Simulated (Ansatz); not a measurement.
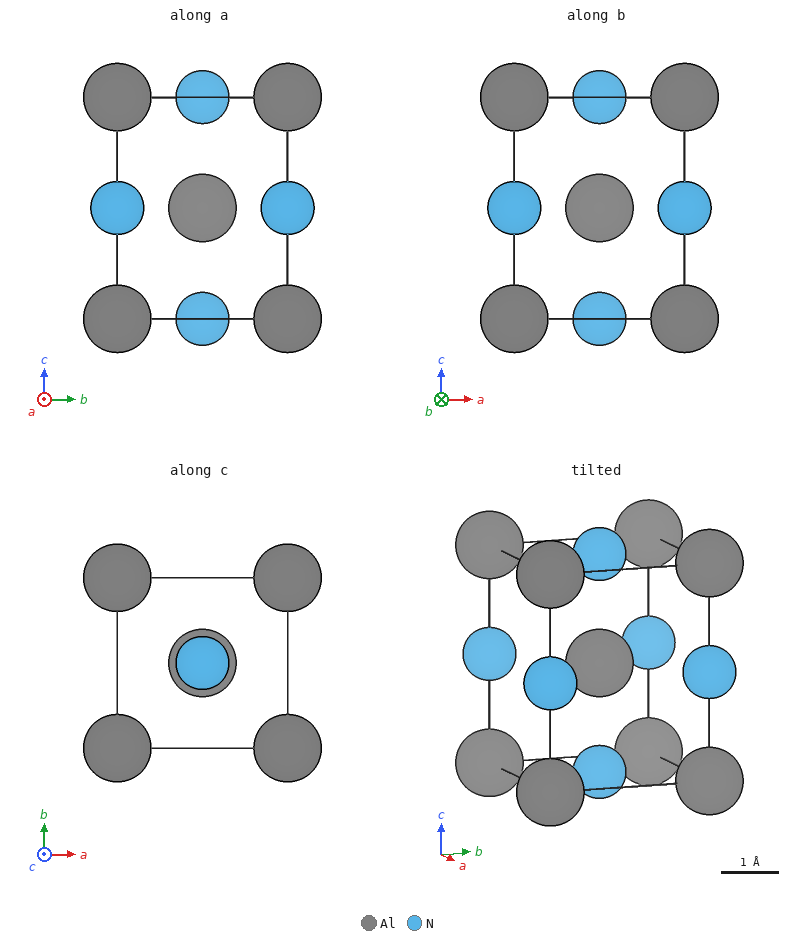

Spheres-only drawing of the structure, looking along the a axis, along the b axis, along the c axis and slightly off an axis. The conventional unit cell is outlined; an atom on or near a face, edge or corner is repeated at each equivalent position.

Lattice parameters: a = 2.998 Å, b = 2.998 Å, c = 3.903 Å, α = 90.00°, β = 90.00°, γ = 90.00°.

Question: Put the structure into a table of Wyckoff sites.

Answer: Space group I4/mmm (No. 139).
```csv
atom,site,x,y,z
Al,2a,0.0000,0.0000,0.0000
N,2b,0.0000,0.0000,0.5000
```

Its origin is a structure type filled with these elements by a generator (whether the compound takes this form wasn't checked). The cell was then strained or its atoms displaced on purpose. A calculation with Ansatz used it as input.

At this level of theory the cell isn't at rest (stretched, at -12 GPa), so its distances can differ from those at equilibrium, the more so the softer the solid.
